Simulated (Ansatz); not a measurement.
Ta$_{3}$N (slab)

The calculation's input:

```
crystal:
  lattice:
    - [2.9524503654, 0.0, 0.0]
    - [0.0, 2.9524503654, 0.0]
    - [0.0, 0.0, 19.6446118226]
  atoms:
    - { symbol: Ta, position: [0.5, 0.5, 0.2036181746] }
    - { symbol: Ta, position: [0.0, 0.0, 0.3091146598] }
    - { symbol: Ta, position: [0.5, 0.5, 0.414597748] }
    - { symbol: "N", position: [0.5, 1.0, 0.4868822] }
basis:
  ecutwfc: 420
kpoints:
  mp_grid: { grid: [9, 9, 1] }
hamiltonian:
  xc: pbesol
  pseudopotentials: { kind: paw, azcp: { folder: soft_1 } }
scf:
  occupations: { method: gaussian, width: 0.1 }
output:
  forces: true
  eigenvalues: true
  write_density: true
  write_potential: true
  elf: true
  volumetric_format: npy
relax:
  adjacent_minimum: "off"
  f_tol: 0.025
  max_steps: 16
  constraints: [{ sites: [0, 1, 2] }, { sites: [3], fix: xy }]
efield:
  axis: 3
  dipole_correction: true
  ramp_width: 0.04
```

Command:

```sh
ansatz run input.yaml --threads 1 --pin off --max-ram 3072MiB --backend cpu --events-out ev --progress --plain --runs-dir out
```

The fields are those of the run's last geometry, not of the input's.

A point of a scan over the structure, not its minimum; not relaxed (largest force 1.9 eV/Å); PAW files of the earlier set (soft_1).

All numbers below come from DFT PBEsol, scalar-relativistic, plane waves, PAW in Ansatz.

Q: Predict the valence pseudo-density and electron localisation function between the atoms.

A: Ta–N (1.88 Å): ρ is about 1.3 e/Å³ halfway; the ELF peaks at about 0.80 in the valence shell of N, 0.6 Å from its nucleus, and drops to about 0.35 between the two atoms.
Ta–Ta (2.95 Å): ρ is about 0.29 e/Å³ halfway; the ELF is about 0.35 at the midpoint.

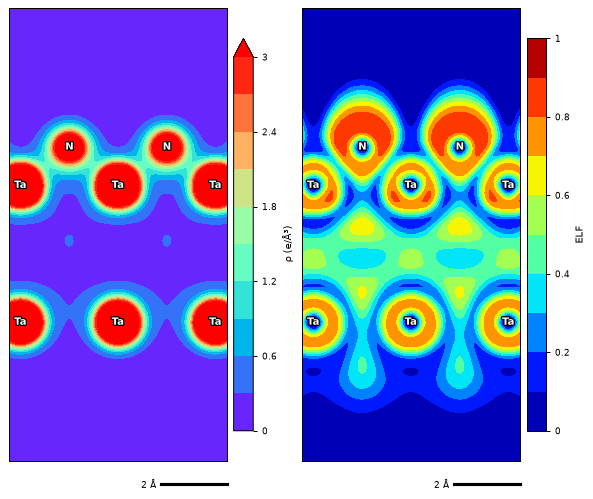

Computed valence pseudo-density and electron localisation function on the (100) plane of the calculation cell, a cut from vacuum to vacuum, in this order. 

The density is the valence pseudo-density of a PAW calculation; it isn't the true density close to the nuclei.
